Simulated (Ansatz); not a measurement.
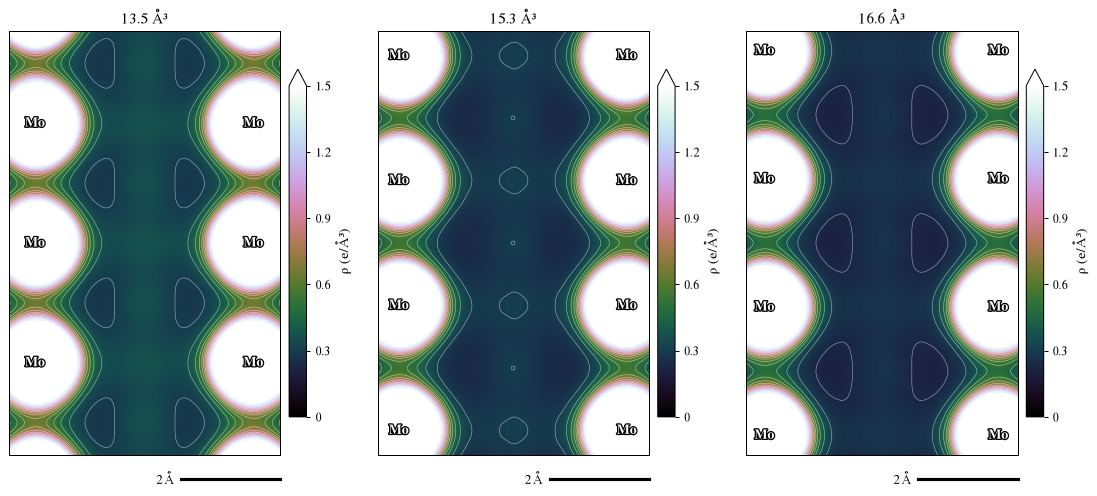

Mo. The valence charge density (pseudo) of cells scaled evenly to different volumes (given per atom above each panel), on the (100) plane of each (indices in the axes of the cell below), at one length scale and on one colour scale.

A generated structure, not necessarily the stable one; computed without spin polarisation.

All numbers below come from DFT, LDA (PW92), plane waves (420 eV) with PAW, scalar-relativistic (Ansatz 0.2.0).

In a PAW calculation such maps are meaningful between the atoms, not at the nuclei.

The largest cell:

```xyz
3
Lattice="4.7708 0.0000 0.0000 -2.3854 4.1317 0.0000 0.0000 0.0000 2.6156" Properties=species:S:1:pos:R:3 pbc="T T T"
Mo    0.0000    0.0000    0.0000
Mo    0.0000    2.7545    1.3078
Mo    2.3854    1.3772    1.3078
```

| volume (Å³/atom) | Mo–Mo contact in the plane (Å) | ρ at its midpoint (e/Å³) | pressure (GPa) | 
| --- | --- | --- | --- |
| 13.50 | 2.414 | 0.652 | 44.7 | 
| 14.12 | 2.450 | ? | ? | 
| 15.34 | 2.519 | 0.547 | 0.1 | 
| 16.57 | 2.584 | 0.491 | −17.5 | 
| 17.19 | 2.616 | 0.464 | −23.9 | 

### Estimate the missing row, and compare with the calculation.

Over the known rows ln ρ falls by 1.68 per Å of Mo–Mo distance (a least-squares line), which gives 0.614 e/Å³ at 2.450 Å; the calculation gives 0.613 e/Å³. For the pressure, a straight line in volume between the neighbouring rows gives 29.7 GPa; the calculation gives 26.7, lower because pressure rises ever faster on compression.
